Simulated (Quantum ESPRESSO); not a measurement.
# KCl (Fm-3m): a volume series of phonon spectra, part 5 of 8

Which modes of KCl drive its thermal expansion?

Experimental results on record:
- volume expansion coefficient 111.3 1e-6/K and heat capacity C_P per formula unit 51.7 J/mol/K near room temperature (given in “High-Throughput Prediction of Finite-Temperature Properties using the Quasi-Harmonic Approximation”, 2016, arXiv:1603.06924)
- volume expansion coefficient 114.9 1e-6/K near room temperature (given in “Descriptors for thermal expansion in solids”, 2017, arXiv:1701.03966)

Quantum ESPRESSO 7.5; DFT LDA, scalar-relativistic, plane waves, GBRV ultrasoft pseudopotentials.

So far. Step 4 (Self-consistent run): On a basis chosen for the relaxed cell the pressure is -0.40 GPa; this rest, from the change of basis and mesh, shifts the reference volume slightly, and the fit over volumes finds the true minimum. Step 5 (Zone-centre response): The Born charges sum to zero within 0.014 e; the rest is removed before use. Acoustic frequencies in this log differ from zero by the error of the sum rule, which ph.x does not impose.

### Step 6. Forces on a displaced cell

System of this step: KCl. Symmetry: Imm2, No. 44, orthorhombic system. The conventional cell has a = 8.553 Å, b = 12.095 Å, c = 8.553 Å, α = 90.00°, β = 90.00°, γ = 90.00°. K has 6 Cl at 3.01 to 3.04 Å nearest. Nearest to K lie 6 Cl at 3.02 Å. Nearest to Cl lie 6 K at 3.02 Å. Farther neighbours and most contacts between anions are not listed.

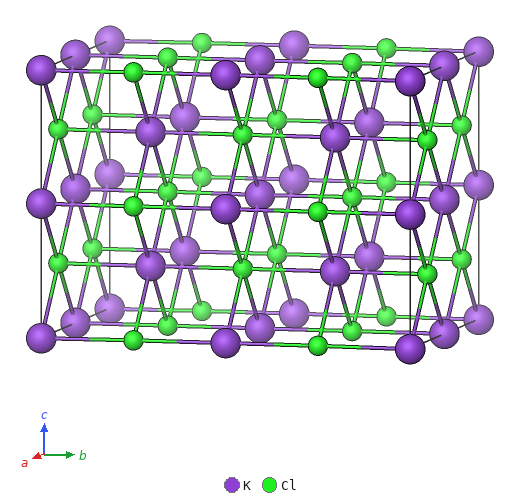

The cell of this step (potassium purple, chlorine green). Some periodic images of atoms are drawn too.

Input file disp-00001.in:

```
&CONTROL
  calculation = 'scf'
  prefix      = 'x'
  outdir      = './tmp'
  pseudo_dir  = './pseudo'
  tprnfor     = .true.
  disk_io     = 'none'
/
&SYSTEM
  ibrav       = 0
  nat         = 16
  ntyp        = 2
  ecutwfc     = 40.0
  ecutrho     = 240.0
  occupations = 'fixed'
  nbnd        = 66
/
&ELECTRONS
  conv_thr         = 1.0d-11
  mixing_beta      = 0.7
  electron_maxstep = 100
/
ATOMIC_SPECIES
 K      39.0983  K.upf
 Cl     35.4500  Cl.upf
CELL_PARAMETERS angstrom
     0.000000000    6.047553360    6.047553360
     6.047553360    0.000000000    6.047553360
     6.047553360    6.047553360    0.000000000
ATOMIC_POSITIONS crystal
 K      0.002338489   0.000000000   0.000000000
 K      0.500000000   0.000000000   0.000000000
 K      0.000000000   0.500000000   0.000000000
 K      0.500000000   0.500000000   0.000000000
 K      0.000000000   0.000000000   0.500000000
 K      0.500000000   0.000000000   0.500000000
 K      0.000000000   0.500000000   0.500000000
 K      0.500000000   0.500000000   0.500000000
 Cl     0.250000000   0.250000000   0.250000000
 Cl     0.750000000   0.250000000   0.250000000
 Cl     0.250000000   0.750000000   0.250000000
 Cl     0.750000000   0.750000000   0.250000000
 Cl     0.250000000   0.250000000   0.750000000
 Cl     0.750000000   0.250000000   0.750000000
 Cl     0.250000000   0.750000000   0.750000000
 Cl     0.750000000   0.750000000   0.750000000
K_POINTS automatic
 3 3 3 0 0 0
```

The run is started by

```console
> OMP_NUM_THREADS=1 mpirun -n 2 pw.x -nk 2 -in disp-00001.in > disp-00001.out
```

What it wrote:

```text
[banner, memory and clock lines left out]
Program PWSCF v.7.5

     Message from routine setup:
     using ibrav=0 with symmetry is DISCOURAGED, use correct ibrav instead

     G-vector sticks info

     bravais-lattice index     =            0
     lattice parameter (alat)  =      16.1619  a.u.
     unit-cell volume          =    2985.1470 (a.u.)^3
     number of atoms/cell      =           16
     number of atomic types    =            2
     number of electrons       =       128.00
     number of Kohn-Sham states=           66
     kinetic-energy cutoff     =      40.0000  Ry
     charge density cutoff     =     240.0000  Ry
     scf convergence threshold =      1.0E-11
     mixing beta               =       0.7000
     number of iterations used =            8  plain     mixing
     Exchange-correlation=  SLA  PZ   NOGX NOGC
                           (   1   1   0   0   0   0   0)

     celldm(1)=  16.161943  celldm(2)=   0.000000  celldm(3)=   0.000000
     celldm(4)=   0.000000  celldm(5)=   0.000000  celldm(6)=   0.000000

     crystal axes: (cart. coord. in units of alat)
               a(1) = (   0.000000   0.707107   0.707107 )
               a(2) = (   0.707107   0.000000   0.707107 )
               a(3) = (   0.707107   0.707107   0.000000 )

     reciprocal axes: (cart. coord. in units 2 pi/alat)
               b(1) = ( -0.707107  0.707107  0.707107 )
               b(2) = (  0.707107 -0.707107  0.707107 )
               b(3) = (  0.707107  0.707107 -0.707107 )

     PseudoPot. # 1 for K  read from file:
     ./pseudo/K.upf
     Pseudo is Ultrasoft + core correction, Zval =  9.0
     Using radial grid of  841 points,  6 beta functions with:
                l(1) =   0
                l(2) =   0
                l(3) =   1
                l(4) =   1
                l(5) =   2
                l(6) =   2
     Q(r) pseudized with  6 coefficients,  rinner =    1.500   1.500   1.500
                                                       1.500   1.500

     PseudoPot. # 2 for Cl read from file:
     ./pseudo/Cl.upf
     Pseudo is Ultrasoft + core correction, Zval =  7.0
     Using radial grid of  909 points,  6 beta functions with:
                l(1) =   0
                l(2) =   0
                l(3) =   1
                l(4) =   1
                l(5) =   2
                l(6) =   2
     Q(r) pseudized with  8 coefficients,  rinner =    1.300   1.300   1.300
                                                       1.300   1.300

     atomic species   valence    mass     pseudopotential
     K                 9.00    39.09830     K ( 1.00)
     Cl                7.00    35.45000     Cl( 1.00)

      4 Sym. Ops. (no inversion) found

   Cartesian axes

     site n.     atom                  positions (alat units)
         1        K      tau(   1) = (   0.0000000   0.0016536   0.0016536  )
         2        K      tau(   2) = (   0.0000000   0.3535534   0.3535534  )
         3        K      tau(   3) = (   0.3535534   0.0000000   0.3535534  )
         4        K      tau(   4) = (   0.3535534   0.3535534   0.7071068  )
         5        K      tau(   5) = (   0.3535534   0.3535534   0.0000000  )
         6        K      tau(   6) = (   0.3535534   0.7071068   0.3535534  )
         7        K      tau(   7) = (   0.7071068   0.3535534   0.3535534  )
         8        K      tau(   8) = (   0.7071068   0.7071068   0.7071068  )
         9        Cl     tau(   9) = (   0.3535534   0.3535534   0.3535534  )
        10        Cl     tau(  10) = (   0.3535534   0.7071068   0.7071068  )
        11        Cl     tau(  11) = (   0.7071068   0.3535534   0.7071068  )
        12        Cl     tau(  12) = (   0.7071068   0.7071068   1.0606602  )
        13        Cl     tau(  13) = (   0.7071068   0.7071068   0.3535534  )
        14        Cl     tau(  14) = (   0.7071068   1.0606602   0.7071068  )
        15        Cl     tau(  15) = (   1.0606602   0.7071068   0.7071068  )
        16        Cl     tau(  16) = (   1.0606602   1.0606602   1.0606602  )

     number of k points=     8
                       cart. coord. in units 2pi/alat
        k(    1) = (   0.0000000   0.0000000   0.0000000), wk =   0.0740741
        k(    2) = (   0.2357023   0.2357023  -0.2357023), wk =   0.2962963
        k(    3) = (   0.4714045   0.0000000  -0.0000000), wk =   0.1481481
        k(    4) = (  -0.0000000  -0.4714045   0.4714045), wk =   0.1481481
        k(    5) = (   0.2357023   0.2357023   0.2357023), wk =   0.2962963
        k(    6) = (  -0.0000000   0.4714045   0.0000000), wk =   0.2962963
        k(    7) = (  -0.4714045  -0.0000000  -0.4714045), wk =   0.5925926
        k(    8) = (   0.0000000   0.4714045   0.4714045), wk =   0.1481481

     Dense  grid:   187037 G-vectors     FFT dimensions: (  80,  80,  80)

     Smooth grid:   101987 G-vectors     FFT dimensions: (  72,  72,  72)

     Initial potential from superposition of free atoms

     starting charge     123.9776, renormalised to     128.0000

     negative rho (up, down):  1.214E-01 0.000E+00
     Starting wfcs are   96 randomized atomic wfcs

     per-process dynamical memory:   213.5 Mb

     Self-consistent Calculation

     iteration #  1     ecut=    40.00 Ry     beta= 0.70
     Davidson diagonalization with overlap
     ethr =  1.00E-02,  avg # of iterations =  2.0

     Threshold (ethr) on eigenvalues was too large:
     Diagonalizing with lowered threshold

     Davidson diagonalization with overlap
     ethr =  6.79E-04,  avg # of iterations =  4.6

     negative rho (up, down):  1.190E-01 0.000E+00

     total energy              =    -724.05520995 Ry
     estimated scf accuracy    <       0.70693594 Ry

     iteration #  2     ecut=    40.00 Ry     beta= 0.70
     Davidson diagonalization with overlap
     ethr =  5.52E-04,  avg # of iterations =  4.2

     negative rho (up, down):  1.152E-01 0.000E+00

     total energy              =    -724.30914763 Ry
     estimated scf accuracy    <       0.07916446 Ry

     iteration #  3     ecut=    40.00 Ry     beta= 0.70
     Davidson diagonalization with overlap
     ethr =  6.18E-05,  avg # of iterations =  8.9

     negative rho (up, down):  1.119E-01 0.000E+00

     total energy              =    -724.32644654 Ry
     estimated scf accuracy    <       0.01159030 Ry

     iteration #  4     ecut=    40.00 Ry     beta= 0.70
     Davidson diagonalization with overlap
     ethr =  9.05E-06,  avg # of iterations =  7.1

     negative rho (up, down):  1.126E-01 0.000E+00

     total energy              =    -724.33317799 Ry
     estimated scf accuracy    <       0.01088031 Ry

     iteration #  5     ecut=    40.00 Ry     beta= 0.70
[...]
negative rho (up, down):  1.126E-01 0.000E+00

     total energy              =    -724.33332677 Ry
     estimated scf accuracy    <       0.00057982 Ry

     iteration #  8     ecut=    40.00 Ry     beta= 0.70
     Davidson diagonalization with overlap
     ethr =  4.53E-07,  avg # of iterations =  4.1

     negative rho (up, down):  1.125E-01 0.000E+00

     total energy              =    -724.33349938 Ry
     estimated scf accuracy    <       0.00001490 Ry

     iteration #  9     ecut=    40.00 Ry     beta= 0.70
     Davidson diagonalization with overlap
     ethr =  1.16E-08,  avg # of iterations = 11.6

     negative rho (up, down):  1.124E-01 0.000E+00

     total energy              =    -724.33353449 Ry
     estimated scf accuracy    <       0.00000608 Ry

     iteration # 10     ecut=    40.00 Ry     beta= 0.70
     Davidson diagonalization with overlap
     ethr =  4.75E-09,  avg # of iterations =  2.1

     negative rho (up, down):  1.121E-01 0.000E+00

     total energy              =    -724.33353157 Ry
     estimated scf accuracy    <       0.00000619 Ry

     iteration # 11     ecut=    40.00 Ry     beta= 0.70
     Davidson diagonalization with overlap
     ethr =  4.75E-09,  avg # of iterations =  2.2

     negative rho (up, down):  1.121E-01 0.000E+00

     total energy              =    -724.33353242 Ry
     estimated scf accuracy    <       0.00000030 Ry

     iteration # 12     ecut=    40.00 Ry     beta= 0.70
     Davidson diagonalization with overlap
     ethr =  2.36E-10,  avg # of iterations =  9.2

     negative rho (up, down):  1.122E-01 0.000E+00

     total energy              =    -724.33353294 Ry
     estimated scf accuracy    <       0.00000013 Ry

     iteration # 13     ecut=    40.00 Ry     beta= 0.70
     Davidson diagonalization with overlap
     ethr =  9.83E-11,  avg # of iterations =  1.8

     negative rho (up, down):  1.122E-01 0.000E+00

     total energy              =    -724.33353292 Ry
     estimated scf accuracy    <       0.00000008 Ry

     iteration # 14     ecut=    40.00 Ry     beta= 0.70
     Davidson diagonalization with overlap
     ethr =  6.53E-11,  avg # of iterations =  2.5

     negative rho (up, down):  1.121E-01 0.000E+00

     total energy              =    -724.33353292 Ry
     estimated scf accuracy    <       0.00000003 Ry

     iteration # 15     ecut=    40.00 Ry     beta= 0.70
     Davidson diagonalization with overlap
     ethr =  2.19E-11,  avg # of iterations =  4.5

     negative rho (up, down):  1.121E-01 0.000E+00

     total energy              =    -724.33353293 Ry
     estimated scf accuracy    <          9.3E-09 Ry

     iteration # 16     ecut=    40.00 Ry     beta= 0.70
     Davidson diagonalization with overlap
     ethr =  7.24E-12,  avg # of iterations =  3.8

     negative rho (up, down):  1.121E-01 0.000E+00

     total energy              =    -724.33353293 Ry
     estimated scf accuracy    <          3.6E-09 Ry

     iteration # 17     ecut=    40.00 Ry     beta= 0.70
     Davidson diagonalization with overlap
     ethr =  2.84E-12,  avg # of iterations =  5.6

     negative rho (up, down):  1.121E-01 0.000E+00

     total energy              =    -724.33353293 Ry
     estimated scf accuracy    <          4.8E-10 Ry

     iteration # 18     ecut=    40.00 Ry     beta= 0.70
     Davidson diagonalization with overlap
     ethr =  3.75E-13,  avg # of iterations =  8.6

     negative rho (up, down):  1.121E-01 0.000E+00

     End of self-consistent calculation

          k = 0.0000 0.0000 0.0000 ( 12675 PWs)   bands (ev):

   -25.1220 -25.1002 -25.1002 -25.1002 -25.1001 -25.0941 -25.0941 -25.0941
   -10.9544 -10.9544 -10.9541 -10.9540 -10.6979 -10.5614 -10.5613 -10.5612
    -9.0219  -9.0219  -9.0219  -8.8693  -8.8693  -8.8692  -8.8692  -8.8692
    -8.8692  -8.7861  -8.7861  -8.7861  -8.7861  -8.7861  -8.7860  -8.7860
    -8.7860  -8.7742  -8.7742  -8.7742  -8.4394  -8.4394  -8.4394  -8.4393
     0.1362   0.1363   0.1363   0.1363   0.7346   0.7346   0.7347   1.0408
     1.0409   1.0411   1.0412   1.0412   1.0412   1.0412   1.0412   1.2469
     1.2469   1.2470   1.2470   1.2471   1.2472   1.5024   1.5024   1.5025
     6.6654   7.5239

          k = 0.2357 0.2357-0.2357 ( 12758 PWs)   bands (ev):

   -25.1166 -25.1057 -25.0987 -25.0987 -25.0986 -25.0957 -25.0957 -25.0956
   -10.8966 -10.8713 -10.8707 -10.8704 -10.7686 -10.6775 -10.6773 -10.6769
    -8.9436  -8.9427  -8.9418  -8.8491  -8.8491  -8.8491  -8.8351  -8.8346
    -8.8340  -8.8077  -8.8077  -8.8077  -8.7837  -8.7837  -8.7763  -8.7763
    -8.7681  -8.7676  -8.7671  -8.6832  -8.5457  -8.5456  -8.5454  -8.5188
     0.3471   0.3473   0.3476   0.4198   0.6883   0.6884   0.6887   1.0007
     1.0015   1.0022   1.0600   1.0606   1.0611   1.0863   1.0922   1.0924
     1.0924   1.1478   1.1485   1.1952   1.1954   1.1959   1.3786   1.3787
     7.3930   8.5972

          k = 0.4714 0.0000-0.0000 ( 12743 PWs)   bands (ev):

[...]
7.5273   7.8888

          k =-0.0000-0.4714 0.4714 ( 12776 PWs)   bands (ev):

[...]
8.2483   8.4875

          k = 0.2357 0.2357 0.2357 ( 12758 PWs)   bands (ev):

[...]
7.3930   8.5965

          k =-0.0000 0.4714 0.0000 ( 12743 PWs)   bands (ev):

[...]
7.5273   7.8888

          k =-0.4714-0.0000-0.4714 ( 12776 PWs)   bands (ev):

[...]
8.2484   8.4874

          k = 0.0000 0.4714 0.4714 ( 12776 PWs)   bands (ev):

   -25.1094 -25.1059 -25.1059 -25.0989 -25.0989 -25.0955 -25.0954 -25.0953
   -10.8309 -10.8154 -10.8131 -10.7909 -10.7856 -10.7675 -10.7663 -10.7624
    -8.9495  -8.9073  -8.9073  -8.8800  -8.8799  -8.8763  -8.8762  -8.8339
    -8.8339  -8.8242  -8.8201  -8.8127  -8.8126  -8.8086  -8.8086  -8.7714
    -8.6310  -8.6294  -8.6293  -8.6168  -8.6166  -8.6147  -8.6147  -8.5893
     0.5377   0.5384   0.5818   0.5821   0.5954   0.5961   0.6062   0.6828
     0.9103   0.9615   0.9619   1.0384   1.0387   1.0778   1.0780   1.0806
     1.1366   1.1370   1.1944   1.1991   1.1993   1.2670   1.2682   1.3039
     8.2484   8.4873

     highest occupied, lowest unoccupied level (ev):     1.5025    6.6654

!    total energy              =    -724.33353293 Ry
     estimated scf accuracy    <          5.9E-12 Ry

     The total energy is the sum of the following terms:
     one-electron contribution =    -211.46191001 Ry
     hartree contribution      =     147.63249055 Ry
     xc contribution           =    -147.15356623 Ry
     ewald contribution        =    -513.35054724 Ry

     convergence has been achieved in  18 iterations

     negative rho (up, down):  1.121E-01 0.000E+00

     Forces acting on atoms (cartesian axes, Ry/au):

     atom    1 type  1   force =     0.00000000   -0.00142118   -0.00142118
     atom    2 type  1   force =    -0.00000000    0.00027271    0.00027271
     atom    3 type  1   force =     0.00019206   -0.00002622    0.00008037
     atom    4 type  1   force =    -0.00019206    0.00008037   -0.00002622
     atom    5 type  1   force =     0.00019206    0.00008037   -0.00002622
     atom    6 type  1   force =    -0.00019206   -0.00002622    0.00008037
     atom    7 type  1   force =    -0.00000000   -0.00011235   -0.00011235
     atom    8 type  1   force =    -0.00000000    0.00010525    0.00010525
     atom    9 type  2   force =    -0.00000080   -0.00002058   -0.00002058
     atom   10 type  2   force =    -0.00000278    0.00003342    0.00003342
     atom   11 type  2   force =     0.00000000    0.00049601    0.00003161
     atom   12 type  2   force =     0.00000000    0.00003488    0.00045907
     atom   13 type  2   force =    -0.00000000    0.00003161    0.00049601
     atom   14 type  2   force =    -0.00000000    0.00045907    0.00003488
     atom   15 type  2   force =     0.00000278    0.00003342    0.00003342
     atom   16 type  2   force =     0.00000080   -0.00002058   -0.00002058

     Total force =     0.002310     Total SCF correction =     0.000006
     Message from routine punch:
     Nothing written, as per user request (disk_io='none')
```

Elapsed: 1.7 min, on 2 MPI ranks of AMD EPYC 9R45, shared host; 3.4 min of CPU time.

At this level the gap is 5.16 eV on the k-mesh of the self-consistent run, which can miss the band edges.

### Step 7. Forces on a displaced cell

One atom (for the harmonic constants) or a pair of atoms (for the cubic ones) is moved by a few hundredths of an ångström; the forces on all atoms give a column of force constants. The threshold is tight because the forces are small.

disp-00002.in, as its differences from disp-00001.in of step 6:

```diff
@@ -30,3 +30,3 @@
 ATOMIC_POSITIONS crystal
- K      0.002338489   0.000000000   0.000000000
+ K      0.000000000   0.000000000   0.000000000
  K      0.500000000   0.000000000   0.000000000
@@ -38,3 +38,3 @@
  K      0.500000000   0.500000000   0.500000000
- Cl     0.250000000   0.250000000   0.250000000
+ Cl     0.252338489   0.250000000   0.250000000
  Cl     0.750000000   0.250000000   0.250000000
```

The run is started by

```console
> OMP_NUM_THREADS=1 mpirun -n 2 pw.x -nk 2 -in disp-00002.in > disp-00002.out
```

What it wrote:

```text
[banner, memory and clock lines left out]
Program PWSCF v.7.5

     Message from routine setup:
     using ibrav=0 with symmetry is DISCOURAGED, use correct ibrav instead

     G-vector sticks info

     bravais-lattice index     =            0
     lattice parameter (alat)  =      16.1619  a.u.
     unit-cell volume          =    2985.1470 (a.u.)^3
     number of atoms/cell      =           16
     number of atomic types    =            2
     number of electrons       =       128.00
[...]
atom    1 type  1   force =     0.00000043   -0.00002037   -0.00002037
     atom    2 type  1   force =     0.00000168    0.00003364    0.00003364
     atom    3 type  1   force =    -0.00000000    0.00045961    0.00003506
[...]
atom   15 type  2   force =    -0.00000000   -0.00005335   -0.00005335
     atom   16 type  2   force =    -0.00000000    0.00009372    0.00009372

     Total force =     0.002144     Total SCF correction =     0.000000
     Message from routine punch:
     Nothing written, as per user request (disk_io='none')
[key lines of the parts left out:]
!    total energy              =    -724.33353438 Ry
convergence has been achieved in  21 iterations
```

The job ended after 2 min (2 MPI ranks; 4 min of CPU time).

[end of part 5 of 8]

[Logs are printed without paths, hosts, clocks, repeated set-up lines and the standing remarks that a program may print on its own settings, such as how far it seeks lower states.]

[Hosts, paths, dates, database ids (printed as entryN), source tags and the programs' standing remarks are cut or masked in the printed files.]

[A step with changed settings may run another functional than the one named; its input shows which.]

[Of the runs on displaced cells, only some may be shown.]
